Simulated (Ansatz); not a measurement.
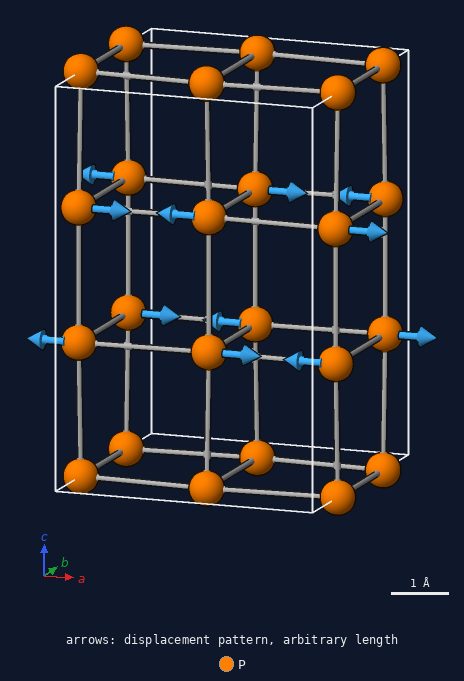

The lowest optical mode of crystalline P (a generated structure), space group Cmmm (No. 65), at the zone centre. The blue arrows are the displacements of the atoms (eigenvector over the root of the mass), of arbitrary overall length and sign. A ball-and-stick model of the conventional cell (2 times the calculation's cell), seen slightly off an axis. Lengths and directions refer to the drawn axes.

Theory: DFT PBE, scalar-relativistic, plane waves, PAW (Ansatz 0.2.0).

The input:
```yaml
crystal:
  lattice:
    - [2.4397883914, -2.4554259152, 0.0]
    - [2.4397883914, 2.4554259152, 0.0]
    - [0.0, 0.0, 7.3968461093]
  atoms:
    - { symbol: P, position: [0.7357721387, 0.2642278613, 0.0] }
    - { symbol: P, position: [0.2642278613, 0.7357721387, 0.0] }
    - { symbol: P, position: [0.2413083306, 0.7586916694, 0.6667498495] }
    - { symbol: P, position: [0.7586916694, 0.2413083306, 0.3332501505] }
    - { symbol: P, position: [0.7586916694, 0.2413083306, 0.6667498495] }
    - { symbol: P, position: [0.2413083306, 0.7586916694, 0.3332501505] }
basis:
  ecutwfc: 420
kpoints:
  mp_grid: { grid: [10, 10, 6] }
hamiltonian:
  xc: pbe
scf:
  occupations: { method: fermi_dirac, width: 0.15 }
output:
  eigenvalues: true
phonons:
  method: dfpt
  eigenvectors: true
  qmesh: [2, 2, 1]
  temperatures: { t_max: 1000, t_step: 100 }
  qpath:
    path:
      - [[0.0, 0.0, 0.0], [-0.5, 0.5, 0.0], [-0.49682586, 0.50317414, 0.0]]
      - [[0.49682586, 0.49682586, 0.0], [0.0, 0.0, 0.0], [0.0, 0.0, 0.5], [0.49682586, 0.49682586, 0.5]]
      - [[-0.49682586, 0.50317414, 0.5], [-0.5, 0.5, 0.5], [-0.5, 0.5, 0.0]]
      - [[0.0, 0.0, 0.0], [0.0, 0.5, 0.0], [0.0, 0.5, 0.5], [0.0, 0.0, 0.5], [-0.5, 0.5, 0.5]]
    npoints: 8
```

Run as
```bash
ansatz run input.yaml --threads 1 --pin off --max-ram 2560MiB --backend cpu --events-out ev --progress --plain --runs-dir out
```

The frequencies depend somewhat on the k-mesh and the smearing.

> Is this crystal at a minimum with respect to the drawn distortion?

No. This is the A_u mode at 93i cm⁻¹, the lowest optical level, silent by symmetry (neither infrared- nor Raman-active). The P (4i) atoms stay at rest; all motion is along a; atoms of one kind move against one another, with no net shift of their sublattice; it stretches the P–P bonds (2.44 Å). The frequency is imaginary, so the structure is unstable against this distortion. Freezing in the drawn pattern lowers the space group from Cmmm to C222 (No. 21). In all, 2 levels are unstable: A_u 93i cm⁻¹, B₁g 90i cm⁻¹.
